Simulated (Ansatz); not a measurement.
**Geometry relaxation of WSe2 (part 2 of 2)**

The same run, continued: WSe2 (P6₃/mmc, 6 atoms in the cell); DFT r2SCAN, scalar-relativistic, plane waves, PAW, no spin polarisation (Ansatz 0.2.0); cutoff 500 eV, 12×12×2 k-mesh, Gaussian smearing of 0.02 eV. The structure derives from a Materials Project entry.

Output, continued:
```
--- Per-component energies (eV) ---
  E_band       = -1880.481943
  E_kinetic    = 1379.464549
  E_local      = -12710.494855  (includes V_loc(G=0)·N_el)
  E_nonlocal   = -2376.504025
  E_hartree    = 6082.425584
  E_xc         = -892.485207
  E_vxc        = -944.453722  (∫ρ·V_xc dr)
  E_paw        = -24887.518561  (= ΣΔE_a)
  E_vpaw       = 559.055386  (= ΣTr[D̂ρ^β])
  E_aug_tail   = -0.000962  (compensation charges beyond the density's cutoff)
  E_vtau       = 47.600420  (kinetic-family band-sum trace: ∫τ·v_τ [+ j·A + Jᵃ·Aᵃ] dr)
  E_ewald      = -9297.433382
  E_core_change = -8.234979  (= ΣΔE_core)
  E_smearing   = -0.000000  (= −TS)
  E_closure    = 0.000000  (closes the sum)
  Σ components = -42710.781837   (vs F -42710.781837, Δ=0.00e0)
--- Forces (eV/Å), atoms counted from 1 ---
  atom   1  W      0.00000000    -0.00000000     0.00000000
  atom   2  W      0.00000000     0.00000000    -0.00000000
  atom   3  Se    -0.00000000     0.00000000    -0.00456501
  atom   4  Se    -0.00000000    -0.00000000    -0.00456501
  atom   5  Se    -0.00000000     0.00000000     0.00456501
  atom   6  Se     0.00000000    -0.00000000     0.00456501
  max |Σ_I F_I| component: 4.63e-18 eV/Å
--- Stress (GPa, compression-positive) ---
       -0.008509       0.000000      -0.000000
        0.000000      -0.008509       0.000000
       -0.000000       0.000000      -0.049137
  P = ⅓ Tr σ = -0.0221 GPa (-0.221 kbar)
--- Band table (eV; the first three rows and the last of 38) ---
  k-point 0: bands = ["-64.7169", "-64.7169", "-37.1798", "-37.1798", "-37.1798", "-37.1798", "-37.1790", "-37.1790", "-37.1790", "-37.1790", "-37.1476", "-37.1476", "-37.1475", "-37.1475", "-37.1462", "-37.1462", "-37.1461", "-37.1461", "-37.1333", "-37.1332", "-37.1307", "-37.1306", "-28.3416", "-28.3416", "-28.2355", "-28.2355", "-28.2355", "-28.2355", "-4.2410", "-4.1284", "-2.9262", "-2.7277", "4.4512", "5.1200", "8.1872", "8.6541", "8.6541", "8.6618", "8.6618", "9.8149", "9.8149", "9.8383", "9.8383", "9.9232", "10.5799", "11.4173", "14.2738", "14.2738", "14.2965", "14.2965", "14.4140", "14.4140", "14.5087", "14.5087", "16.3436", "16.9950"]
  k-point 1: bands = ["-64.7169", "-64.7169", "-37.1798", "-37.1798", "-37.1798", "-37.1798", "-37.1790", "-37.1790", "-37.1790", "-37.1790", "-37.1476", "-37.1476", "-37.1476", "-37.1476", "-37.1461", "-37.1461", "-37.1461", "-37.1461", "-37.1333", "-37.1333", "-37.1306", "-37.1306", "-28.3416", "-28.3416", "-28.2355", "-28.2355", "-28.2355", "-28.2355", "-4.1883", "-4.1883", "-2.8240", "-2.8240", "4.7489", "4.7489", "8.6579", "8.6579", "8.6579", "8.6579", "8.9153", "8.9153", "9.8266", "9.8266", "9.8266", "9.8266", "11.1732", "11.1732", "14.2810", "14.2810", "14.2810", "14.2810", "14.4655", "14.4655", "14.4655", "14.4655", "16.6831", "16.6831"]
  k-point 2: bands = ["-64.7162", "-64.7162", "-37.1797", "-37.1797", "-37.1795", "-37.1795", "-37.1791", "-37.1791", "-37.1787", "-37.1787", "-37.1477", "-37.1477", "-37.1476", "-37.1476", "-37.1464", "-37.1463", "-37.1462", "-37.1461", "-37.1332", "-37.1331", "-37.1305", "-37.1304", "-28.3383", "-28.3382", "-28.2513", "-28.2513", "-28.2391", "-28.2391", "-4.1343", "-4.0221", "-2.8716", "-2.6784", "4.5865", "5.2546", "8.0516", "8.3393", "8.3521", "8.7535", "8.7644", "9.2065", "9.6344", "9.6610", "9.7991", "10.2753", "10.5851", "11.2820", "14.0291", "14.0811", "14.1305", "14.2003", "14.2701", "14.3797", "14.4490", "14.4956", "16.9185", "17.5181"]
  k-point 37: bands = ["-64.7053", "-64.7053", "-37.1781", "-37.1781", "-37.1766", "-37.1766", "-37.1764", "-37.1764", "-37.1762", "-37.1762", "-37.1497", "-37.1497", "-37.1485", "-37.1485", "-37.1474", "-37.1474", "-37.1473", "-37.1473", "-37.1310", "-37.1310", "-37.1281", "-37.1281", "-28.4102", "-28.4102", "-28.3828", "-28.3828", "-28.2854", "-28.2854", "-1.8678", "-1.8678", "-1.7140", "-1.7140", "5.6367", "5.6367", "5.7340", "5.7340", "6.6851", "6.6851", "7.1783", "7.1783", "7.8474", "7.8474", "8.7294", "8.7294", "11.1904", "11.1904", "12.8458", "12.8458", "14.2425", "14.2425", "14.8888", "14.8888", "16.2474", "16.2474", "17.8295", "17.8295"]
--- Relaxed structure (3 steps of the walk, 2 accepted, 1 SCFs on fresh bases) ---
  F+E_penalty+E_count = -42710.78183696 eV   max|allowed force component| = 4.565e-3 eV/Å   (the final SCF, on the basis selected at the relaxed cell)
  cell:  # Å, volume = 130.6665 Å³
    - [3.315115628679063, -6.712322783765449e-34, -8.390403479706811e-35]
    - [-1.6575578143395315, 2.870974350918889, -3.0711008215740443e-35]
    - [-3.4717732809371325e-34, -3.4717732809371325e-34, 13.728916153028646]
  atoms:
    - { symbol: W, position: [0.6666666666666666, 0.3333333333333333, 0.7499999999999999] }
    - { symbol: W, position: [0.3333333333333333, 0.6666666666666666, 0.24999999999999997] }
    - { symbol: Se, position: [0.3333333333333333, 0.6666666666666666, 0.8710528359494384] }
    - { symbol: Se, position: [0.6666666666666666, 0.3333333333333333, 0.37105283594943855] }
    - { symbol: Se, position: [0.3333333333333333, 0.6666666666666666, 0.6289471640505615] }
    - { symbol: Se, position: [0.6666666666666666, 0.3333333333333333, 0.12894716405056147] }
```

Trajectory as extended XYZ (Å, eV, eV/Å), 4 frames, from step=1 to step=4:
```
6
Lattice="3.3199 0.0000 0.0000 -1.6600 2.8751 0.0000 0.0000 0.0000 13.7372" Properties=species:S:1:pos:R:3:forces:R:3 step=1 energy=-42710.78127 pressure_GPa=-0.41
W     1.6600    0.9584   10.3029    0.0000   0.0000   0.0000
W     0.0000    1.9168    3.4343    0.0000   0.0000   0.0000
Se    0.0000    1.9168   11.9651    0.0000   0.0000  -0.0398
Se    1.6600    0.9584    5.0965    0.0000   0.0000  -0.0398
Se    0.0000    1.9168    8.6407    0.0000   0.0000   0.0398
Se    1.6600    0.9584    1.7721    0.0000   0.0000   0.0398
6
Lattice="3.3057 0.0000 0.0000 -1.6528 2.8628 0.0000 0.0000 0.0000 13.7258" Properties=species:S:1:pos:R:3:forces:R:3 step=2 energy=-42710.78051 pressure_GPa=0.51 accepted=F
W     1.6528    0.9543   10.2944    0.0000   0.0000   0.0000
W     0.0000    1.9085    3.4315    0.0000   0.0000   0.0000
Se    0.0000    1.9085   11.9586    0.0000   0.0000   0.0136
Se    1.6528    0.9543    5.0957    0.0000   0.0000   0.0136
Se    0.0000    1.9085    8.6301    0.0000   0.0000  -0.0136
Se    1.6528    0.9543    1.7672    0.0000   0.0000  -0.0136
6
Lattice="3.3151 0.0000 0.0000 -1.6576 2.8710 0.0000 0.0000 0.0000 13.7289" Properties=species:S:1:pos:R:3:forces:R:3 step=3 energy=-42710.78193 pressure_GPa=-0.02
W     1.6576    0.9570   10.2967    0.0000   0.0000   0.0000
W     0.0000    1.9140    3.4322    0.0000   0.0000   0.0000
Se    0.0000    1.9140   11.9586    0.0000   0.0000  -0.0046
Se    1.6576    0.9570    5.0942    0.0000   0.0000  -0.0046
Se    0.0000    1.9140    8.6348    0.0000   0.0000   0.0046
Se    1.6576    0.9570    1.7703    0.0000   0.0000   0.0046
6
Lattice="3.3151 0.0000 0.0000 -1.6576 2.8710 0.0000 0.0000 0.0000 13.7289" Properties=species:S:1:pos:R:3:forces:R:3 step=4 energy=-42710.78184 pressure_GPa=-0.02
W     1.6576    0.9570   10.2967    0.0000   0.0000   0.0000
W     0.0000    1.9140    3.4322    0.0000   0.0000   0.0000
Se    0.0000    1.9140   11.9586    0.0000   0.0000  -0.0046
Se    1.6576    0.9570    5.0942    0.0000   0.0000  -0.0046
Se    0.0000    1.9140    8.6348    0.0000   0.0000   0.0046
Se    1.6576    0.9570    1.7703    0.0000   0.0000   0.0046
```

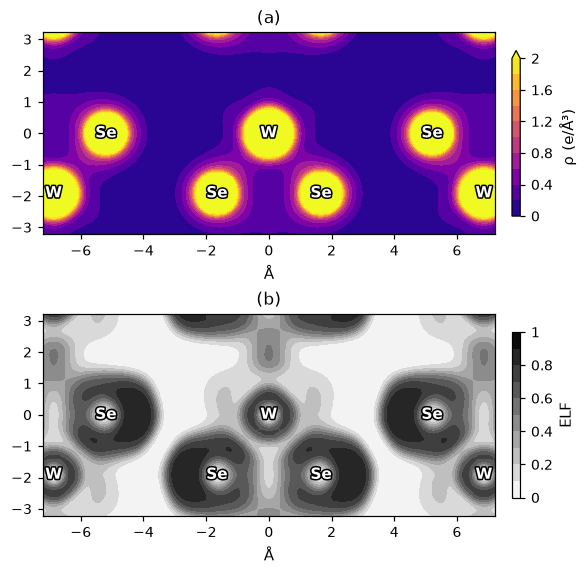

Fig. 1: (a) valence electron density; (b) electron localisation function on the (110) plane of the conventional cell. Atoms in the plane: W and Se. W–Se (2.53 Å): ρ at the midpoint is about 0.56 e/Å³; the ELF is about 0.55 at the midpoint. Away from the nuclei the density in this plane falls to 0.01 e/Å³ at its lowest. The strong features right at W lie inside the PAW spheres (semicore, d or f shells) and say nothing about bonding. Core electrons are frozen (PAW), so the fields are smoothed inside the atomic spheres.

This output came from the following input.

The input:
```yaml
crystal:
  lattice:
    - [3.3199329218, 0.0, 0.0]
    - [-1.6599664609, 2.8751462491, 0.0]
    - [0.0, 0.0, 13.7371873]
  atoms:
    - { symbol: W, position: [0.66666667, 0.33333333, 0.75] }
    - { symbol: W, position: [0.33333333, 0.66666667, 0.25] }
    - { symbol: Se, position: [0.33333333, 0.66666667, 0.87100079] }
    - { symbol: Se, position: [0.66666667, 0.33333333, 0.37100079] }
    - { symbol: Se, position: [0.33333333, 0.66666667, 0.62899921] }
    - { symbol: Se, position: [0.66666667, 0.33333333, 0.12899921] }
basis:
  ecutwfc: 500
kpoints:
  mp_grid: { grid: [12, 12, 2] }
hamiltonian:
  xc: r2scan
scf:
  occupations: { method: gaussian, width: 0.02 }
output:
  forces: true
  stress: true
  eigenvalues: true
  write_density: true
  write_potential: true
  elf: true
  volumetric_format: npy
relax:
  adjacent_minimum: "off"
  f_tol: 0.005
  max_steps: 80
  cell: { stress_tol: 0.05 }
```

Run as:
```bash
ansatz run input.yaml --threads 1 --pin off --max-ram 2560MiB --backend cpu --events-out ev --progress --plain --runs-dir out
```

Key numbers:

```csv
quantity,value
outcome,converged
space group (tolerance 0.01 Å),P6₃/mmc (194)
electrons treated,92
free energy,−42710.7818 eV
Fermi energy,12.092 eV
gap on the k-point mesh,1.35 eV
pressure,−0.02 GPa
final volume,130.67 Å³
largest force (length of the vector) at the end,0.005 eV/Å
final cell,"a = 3.315 Å, b = 3.315 Å, c = 13.729 Å, α = 90.00°, β = 90.00°, γ = 120.00°"
hardware,"1 thread of Intel Xeon @ 2.50GHz (Skylake/Cascade Lake), 189 GiB of memory available, shared host"
wall time,4 min
peak memory,0.86 GiB
```

Spin–orbit coupling is left out, which matters for W.
